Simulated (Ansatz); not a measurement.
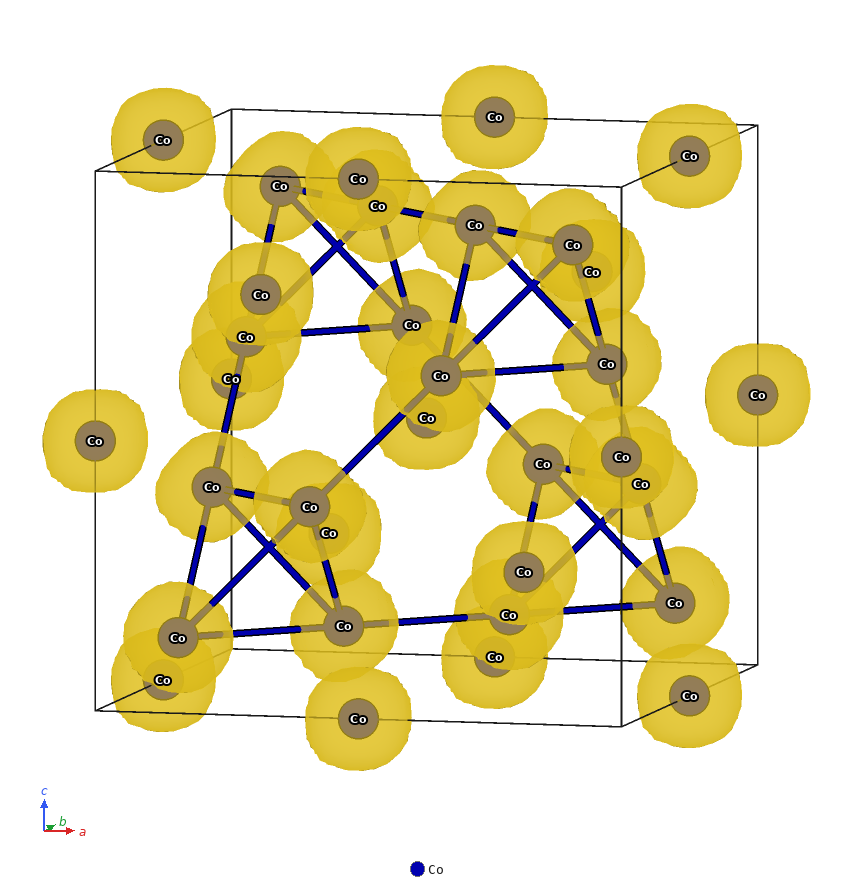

*Co. Isosurfaces of the spin density (up minus down) at +0.4 (yellow) and −0.4 e/Å³ (cyan), seen slightly off an axis. Sticks mark near contacts.*

Space group Fd-3m; a structure from a database of computed crystals, not necessarily the ambient phase; spin-polarised.

These are results of Ansatz 0.2.0, DFT r2SCAN, scalar-relativistic, plane waves, PAW, not measurements.

```
Co
1.0
     6.46680    0.00000    0.00000
     0.00000    6.46680    0.00000
     0.00000    0.00000    6.46680
Co
24
Direct
  0.75000 0.25000 0.25000
  0.25000 0.75000 0.25000
  0.25000 0.25000 0.75000
  0.75000 0.75000 0.75000
  0.50000 0.00000 0.00000
  0.00000 0.50000 0.00000
  0.00000 0.00000 0.50000
  0.50000 0.50000 0.50000
  0.37500 0.37500 0.12500
  0.87500 0.87500 0.12500
  0.87500 0.37500 0.62500
  0.37500 0.87500 0.62500
  0.37500 0.12500 0.37500
  0.87500 0.62500 0.37500
  0.87500 0.12500 0.87500
  0.37500 0.62500 0.87500
  0.12500 0.37500 0.37500
  0.62500 0.87500 0.37500
  0.62500 0.37500 0.87500
  0.12500 0.87500 0.87500
  0.12500 0.12500 0.12500
  0.62500 0.62500 0.12500
  0.62500 0.12500 0.62500
  0.12500 0.62500 0.62500
```

**Which atoms carry the moments, and with what signs?**

The spin density sits on Co: +2.0 μB (×24) in one cell of 24 atoms: parallel moments (a ferromagnetic arrangement) in this solution. The cell of the calculation (6 atoms) carries 11.2 μB of net spin moment. Only one sign reaches the isovalue.
